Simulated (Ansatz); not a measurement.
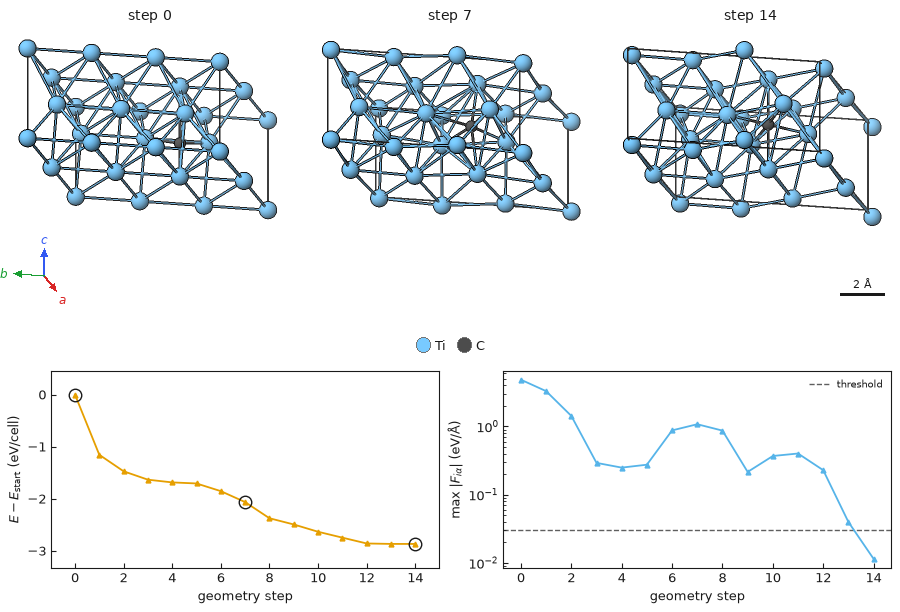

Frames of a relaxation of a defect cell of composition Ti12C, marked on the history of the run. Style: ball-and-stick. Shown: the cell of the calculation, from a free direction.

It is an interstitial C in hcp Ti. The run prepares an end point of a later path (interstitial hop) calculation, from a guessed geometry.

The calculation used DFT PBE, scalar-relativistic, plane waves, PAW in Ansatz.

The input:
```yaml
crystal:
  lattice:
    - [5.9, 0.0, 0.0]
    - [-4.425, 7.664325, 0.0]
    - [0.0, 0.0, 4.6846]
  atoms:
    - { symbol: Ti, position: [0.0, 0.0, 0.0] }
    - { symbol: Ti, position: [0.16666666, 0.22222222, 0.5] }
    - { symbol: Ti, position: [-1.0e-08, 0.33333333, 0.0] }
    - { symbol: Ti, position: [0.16666666, 0.55555554, 0.5] }
    - { symbol: Ti, position: [-1.0e-08, 0.66666665, 0.0] }
    - { symbol: Ti, position: [0.16666665, 0.88888887, 0.5] }
    - { symbol: Ti, position: [0.5, 0.0, 0.0] }
    - { symbol: Ti, position: [0.66666666, 0.22222222, 0.5] }
    - { symbol: Ti, position: [0.49999999, 0.33333333, 0.0] }
    - { symbol: Ti, position: [0.66666666, 0.55555554, 0.5] }
    - { symbol: Ti, position: [0.49999999, 0.66666665, 0.0] }
    - { symbol: Ti, position: [0.66666665, 0.88888887, 0.5] }
    - { symbol: C, position: [0.49851063, 0.33231612, 0.36771637] }
basis:
  ecutwfc: 420.0
kpoints:
  mp_grid: { grid: [4, 3, 5] }
hamiltonian:
  xc: pbe
scf:
  occupations: { method: gaussian, width: 0.15 }
  lower_state_search: "off"
relax:
  f_tol: 0.03
  max_steps: 60
  adjacent_minimum: "off"
```

Run as
```bash
ansatz run input.yaml --threads 4 --pin off --max-ram 10240MiB --backend cpu --events-out ev --progress --plain --runs-dir out
```

Q: What happens along the run?

A: C13 moves most: 1.08 Å along [−3 1 3]. Largest moves by element: C 1.08 Å, Ti 0.99 Å. The cell stays as it was. Among the contacts that change: Ti4–C13 3.462 → 2.055 Å, Ti2–Ti10 2.950 → 4.084 Å, Ti2–Ti7 4.134 → 3.043 Å, Ti1–Ti3 2.950 → 4.030 Å. New bonds form, among them: Ti1–Ti8 (4.13 → 3.11 Å), Ti1–Ti8 (4.13 → 3.12 Å), Ti2–Ti7 (4.13 → 3.04 Å), Ti3–Ti10 (4.13 → 3.11 Å). Bonds break, among them: Ti1–Ti3 (2.95 → 4.03 Å), Ti2–Ti10 (2.95 → 4.08 Å), Ti2–Ti6 (2.95 → 3.90 Å), Ti3–Ti11 (2.95 → 3.91 Å). Bond angles that change, for instance: Ti2–C13–Ti10 108.9° → 178.0°, Ti8–C13–Ti10 108.6° → 85.3°, Ti2–C13–Ti9 110.3° → 90.1°. After 14 geometry steps the energy has fallen by 2.867 eV per cell of the calculation. Largest force component: 4.9 eV/Å at the start, 0.011 eV/Å at the end. Cost: 92 s on 4 threads of Intel(R) Xeon(R) 6975P-C (Granite Rapids), on a shared host, peak memory 1 GiB. From step 0 to 7: C13 moves most (0.87 Å), energy −2.064 eV per cell of the calculation. From step 7 to 14: Ti3 moves most (0.77 Å), energy −0.804 eV per cell of the calculation.

Limits of the set-up: the periodic images lie only 4.7 Å apart, so the values are limited by the cell's size.
